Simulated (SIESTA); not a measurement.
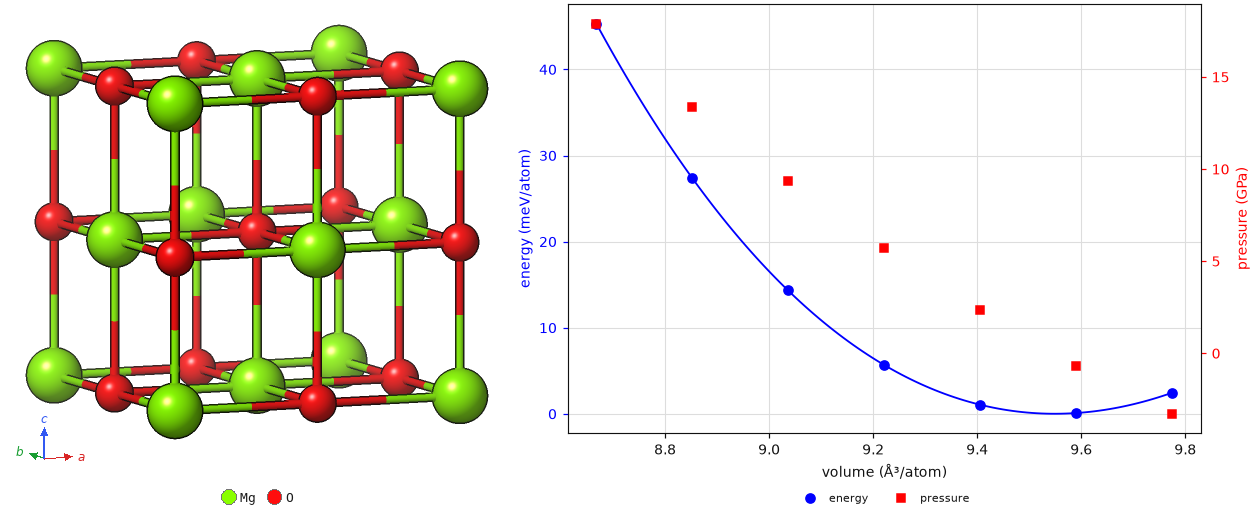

Calculation (SIESTA 5.4.2): DFT in numerical atomic orbitals with pseudopotentials, no spin polarisation; energies at scaled volumes of the given cell, shape and fractions fixed, counted from the fit's minimum, third-order Birch-Murnaghan fit. Level: PBEsol.

k mesh 11×11×11; occupations Fermi–Dirac; smearing width 0.05 eV; potentials PseudoDojo 0.4 standard, converted to PSML, two zetas on semicore shells; program settings basis DZP, mesh cutoff 800 Ry.

Starting cell:
```cif
data_structure
_symmetry_space_group_name_H-M 'P 1'
_symmetry_Int_Tables_number 1
_cell_length_a 2.9656
_cell_length_b 2.9656
_cell_length_c 2.9656
_cell_angle_alpha 60.000
_cell_angle_beta 60.000
_cell_angle_gamma 60.000
_cell_volume 18.44
loop_
_atom_site_label
_atom_site_type_symbol
_atom_site_fract_x
_atom_site_fract_y
_atom_site_fract_z
_atom_site_occupancy
Mg1 Mg 0.00000 0.00000 0.00000 1
O1 O 0.50000 0.50000 0.50000 1
```

**Figure.** Energy and pressure against volume for MgO, space group Fm-3m (No. 225). The conventional cell is drawn beside the plot.

A third-order Birch–Murnaghan fit gives V0 = 9.55 Å³/atom, B0 = 152 GPa and B′ = 3.9. The energy is 45.33 meV/atom at volume 8.6681 Å³/atom and 2.42 meV/atom at 9.7747 Å³/atom; the lowest computed point is at volume 9.5902 Å³/atom (0.10 meV/atom). The pressure falls from 17.90 GPa at volume 8.6681 Å³/atom to −3.28 GPa at 9.7747 Å³/atom, and changes sign near 9.55 Å³/atom.

Keep in mind: mulliken charges of long orbitals.
